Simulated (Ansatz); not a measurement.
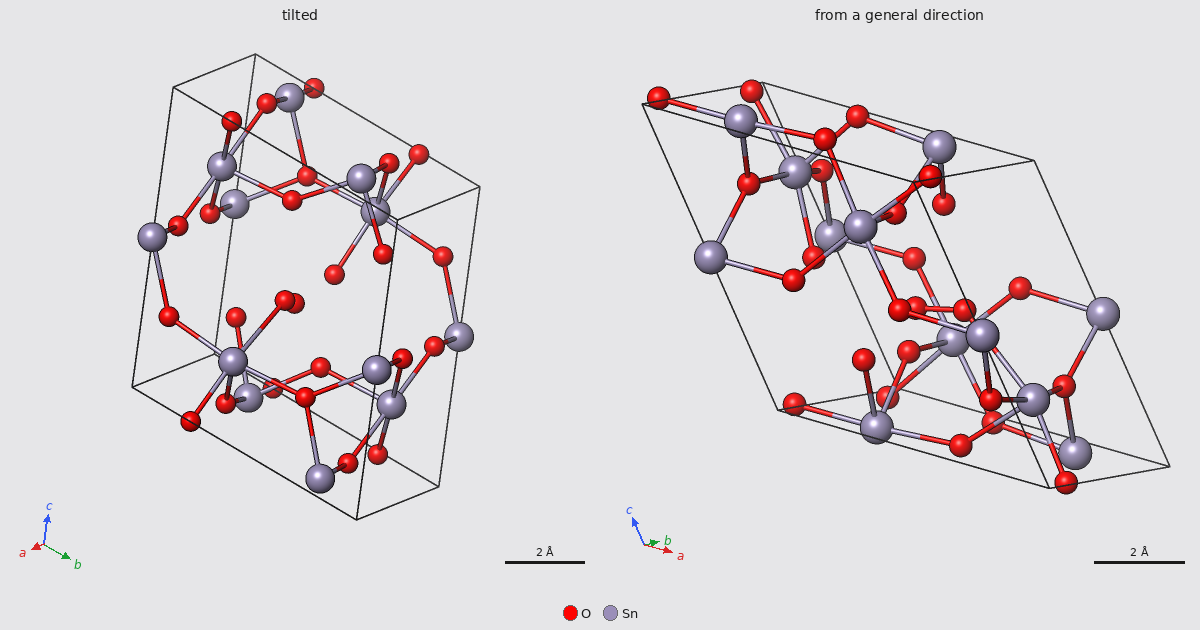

Ball-and-stick drawing of the structure, looking slightly off an axis and from a general direction. The parallelepiped is the supercell. The host is SnO2, in a cell of 24 sites, and the cell carries a charge of +2.

How does this supercell depart from the perfect host?

Oxygen on a tin site (an antisite). It is bonded to one O at about 1.2 Å.

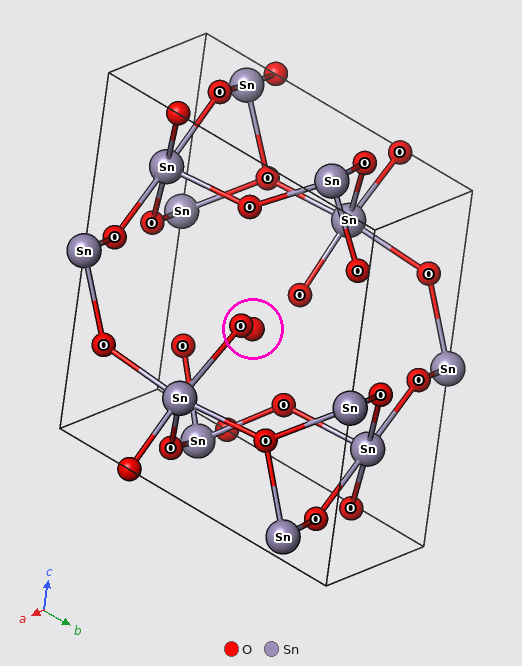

The same cell with a ring at the defect's site.

The atoms were relaxed in the host's cell with Ansatz, DFT PBE, scalar-relativistic, plane waves, PAW.
